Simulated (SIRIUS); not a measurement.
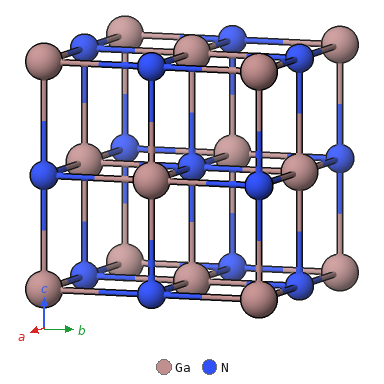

System: GaN, space group Fm-3m (No. 225). The picture shows the conventional cell.

Starting cell:
```cif
data_structure
_symmetry_space_group_name_H-M 'P 1'
_symmetry_Int_Tables_number 1
_cell_length_a 3.0197
_cell_length_b 3.0197
_cell_length_c 3.0197
_cell_angle_alpha 60.000
_cell_angle_beta 60.000
_cell_angle_gamma 60.000
_cell_volume 19.47
loop_
_atom_site_label
_atom_site_type_symbol
_atom_site_fract_x
_atom_site_fract_y
_atom_site_fract_z
_atom_site_occupancy
Ga1 Ga 0.00000 0.00000 0.00000 1
N1 N 0.50000 0.50000 0.50000 1
```

Calculation (SIRIUS 7.12.0): plane-wave DFT, no spin polarisation; energies at scaled volumes of the given cell, shape and fractions fixed, counted from the fit's minimum, third-order Birch-Murnaghan fit. Level: PBEsol.

k mesh 11×11×11; occupations Fermi–Dirac; smearing width 0.05 eV; potentials dojo sr pbesol 0.4.1 standard; wave cutoff 1152 eV; density cutoff 4606 eV.

What does the calculation give for the energy and pressure against volume? The volume takes the values 9.15, 9.35, 9.54, 9.73, 9.93, 10.12, 10.32 Å³/atom.

A third-order Birch–Murnaghan fit gives V0 = 9.41 Å³/atom, B0 = 232 GPa and B′ = 4.8. The energy is 5.34 meV/atom at volume 9.15 Å³/atom and 53.48 meV/atom at 10.32 Å³/atom; the lowest computed point is at volume 9.35 Å³/atom (0.31 meV/atom), in a single well. The pressure falls from 6.81 GPa at volume 9.15 Å³/atom to −17.15 GPa at 10.32 Å³/atom, and changes sign near 9.41 Å³/atom.

```json
{"volume (Å³/atom)": "9.15", "energy (meV/atom)": "5.34", "pressure (GPa)": "6.81"}
{"volume (Å³/atom)": "9.35", "energy (meV/atom)": "0.31", "pressure (GPa)": "1.54"}
{"volume (Å³/atom)": "9.54", "energy (meV/atom)": "1.32", "pressure (GPa)": "-3.15"}
{"volume (Å³/atom)": "9.73", "energy (meV/atom)": "7.73", "pressure (GPa)": "-7.33"}
{"volume (Å³/atom)": "9.93", "energy (meV/atom)": "18.92", "pressure (GPa)": "-11.04"}
{"volume (Å³/atom)": "10.12", "energy (meV/atom)": "34.34", "pressure (GPa)": "-14.30"}
{"volume (Å³/atom)": "10.32", "energy (meV/atom)": "53.48", "pressure (GPa)": "-17.15"}
```

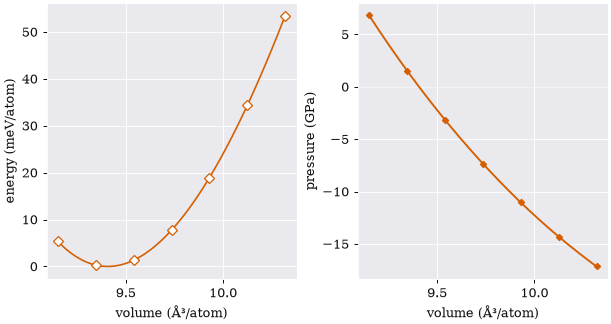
